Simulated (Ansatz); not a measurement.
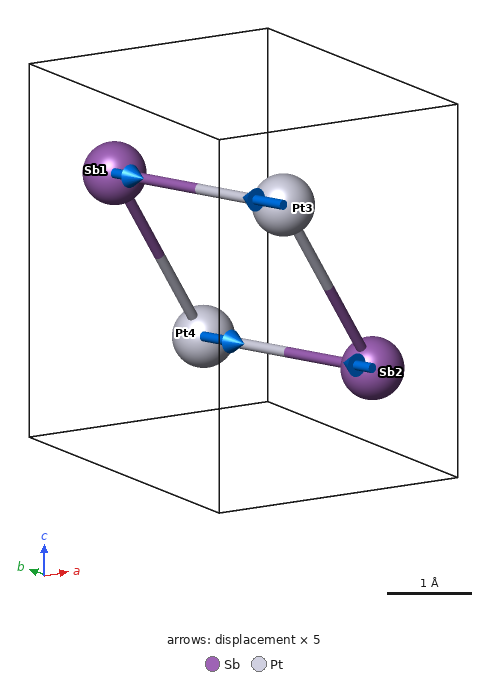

A relaxation of crystalline SbPt (a generated structure, set up in Cmcm). The starting structure is drawn; blue arrows show the displacements (the part carried along by the change of the cell is left out), magnified 5 times.

Style: ball-and-stick. Shown: the cell of the calculation, slightly off an axis.

The start is a swapped structure.

Level of theory: DFT, PAW plane waves, r2SCAN (Ansatz).

Input
```yaml
crystal:
  lattice:
    - [3.814539, 0.0, 0.0]
    - [1.90727, -5.558535, 0.0]
    - [0.0, 0.0, -4.523263]
  atoms:
    - { symbol: Sb, position: [0.138, 0.724, 0.75] }
    - { symbol: Sb, position: [0.862, 0.276, 0.25] }
    - { symbol: Pt, position: [0.4111, 0.1778, 0.75] }
    - { symbol: Pt, position: [0.5889, 0.8222, 0.25] }
  symmetry: { tolerance: 0.0003 }
kpoints:
  mp_grid: { grid: [7, 7, 5], shift: [0, 0, 0] }
magnetization:
  spin_polarized: false
scf:
  occupations: { method: fermi_dirac }
  lower_state_search: "off"
hamiltonian:
  pseudopotentials: { kind: paw }
  xc: r2scan
basis:
  ecutwfc: 500
  fft_grid_basis: typed
relax:
  max_steps: 80
  cell: { p_target: 0.0 }
output:
  forces: true
  stress: true
  eigenvalues: true
  bader: true
  populations: true
  elf: true
  write_potential: true
  volumetric_format: npy
  dos:
    e_range: [-12, 8]
    de: 0.05
    projected: { site_lists: { Pt: [Pt], Sb: [Sb] } }
  write_density: true
checkpoint:
  read: saved_state
```

Launched with:
```bash
ansatz run input.yaml --threads 2 --pin off --max-ram 2560MiB --backend cpu --events-out ev --progress --plain --runs-dir out
```

Question: Describe the change and its energy.

Answer: The largest moves relative to the cell, 0.15 Å, are those of Pt3 and Pt4. Pt3 goes along [−1 2 0]. Largest moves by element: Pt 0.15 Å, Sb 0.11 Å. The volume changes by −16.5 %, with a 3.815 → 3.879 Å (+1.7 %), b 5.877 → 5.734 Å (−2.4 %), c 4.523 → 3.826 Å (−15.4 %), γ 71.1° → 70.2°. Among the contacts that change: Sb1–Pt3 3.036 → 2.695 Å, Sb1–Pt4 3.008 → 2.768 Å, Sb1–Pt3 (another image) 3.162 → 3.325 Å, Pt3–Pt4 3.004 → 2.925 Å. The space group stays Cmcm (No. 63). The energy falls by 1.274 eV per cell of the calculation in 6 accepted moves (7 points after the start). Largest force component: 0.14 eV/Å at the start, 0.0068 eV/Å at the end. The pressure goes from −16.40 to −0.02 GPa. The SCF was repeated once at an unchanged geometry on a basis and grid sized afresh for the cell, which shifted the energy by 1.7 meV per cell of the calculation at most.
